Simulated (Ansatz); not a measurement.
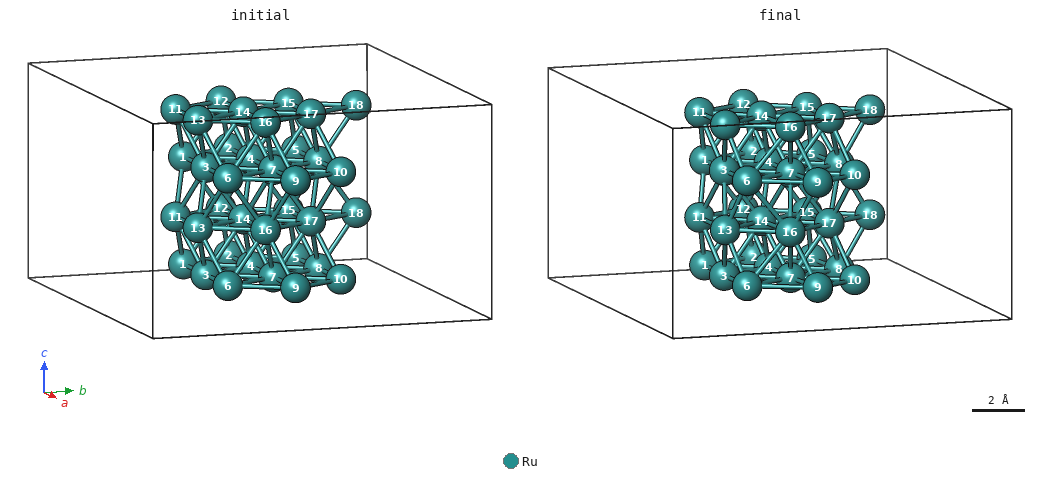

The structure of a wire of composition Ru before (left) and after (right) a relaxation, at one scale.

A ball-and-stick model of the 2 repeat of the cell, with the vacuum cut short, seen slightly off an axis.

Case: wire along [0 0 1], 18 atoms a period.

Level of theory: DFT PBEsol, scalar-relativistic, plane waves, PAW (Ansatz). Set-up: plane-wave cutoff 420 eV; k-point mesh 1 × 1 × 13; occupations gaussian; smearing width 0.05 eV; no spin polarisation; cell relaxed at fixed a, b, alpha, beta, gamma; force threshold 0.02 eV/Å; at most 45 steps.

### What changed between the two?

The largest moves relative to the centre of the atoms, 0.31 Å, are those of Ru11 and Ru13. Along the periodic axis the drawn cell goes c 8.504 → 8.318 Å (−2.2 %). Some distances before and after: Ru11–Ru13 2.690 → 3.104 Å, Ru2–Ru5 2.690 → 2.321 Å, Ru1–Ru11 2.633 → 2.384 Å, Ru8–Ru18 2.633 → 2.432 Å. Among the angles between lasting bonds that change: Ru8–Ru18–Ru8 107.7° → 117.5°, Ru16–Ru9–Ru16 107.7° → 116.5°, Ru2–Ru5–Ru8 120.0° → 128.2°. Over 14 accepted moves (18 points after the start) the energy falls by 2.859 eV per cell of the calculation. The largest force component goes from 3 to 0.012 eV/Å. The line search rejected the trial steps at points 12, 14, 16 of the run. At 1 point the geometry stayed and the basis and grid were re-selected for the new cell (energy shift of 2.0 meV per cell of the calculation at most each time).
